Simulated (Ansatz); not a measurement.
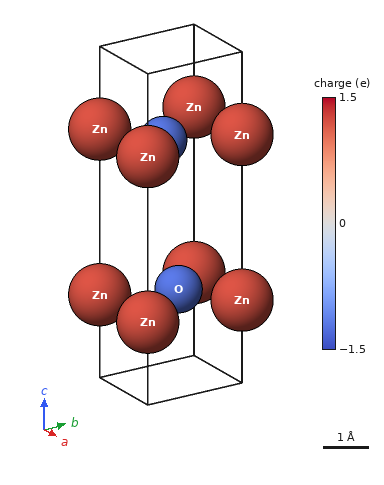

We look at a spheres-only model of the crystal slightly off an axis. The wireframe shows the simulation cell. The atoms of this ZnO cell are coloured by their Bader charge.

All computed values are from DFT PBE, scalar-relativistic, plane waves, PAW in Ansatz 0.2.0. Settings: wavefunction cutoff 420 eV, a 12×12×4 mesh of k-points, Gaussian smearing of 0.02 eV, no spin polarisation.

**Which way does the charge move?**

Most positive: Zn; most negative: O. Charges: about Zn +1.2 e; O -1.2 e. The transfer is large, as in an ionic solid.

The structure was taken from a structure listed in the Materials Project. Earlier steps of the study may have refined or changed the cell and positions. A calculation with Ansatz used it as input.
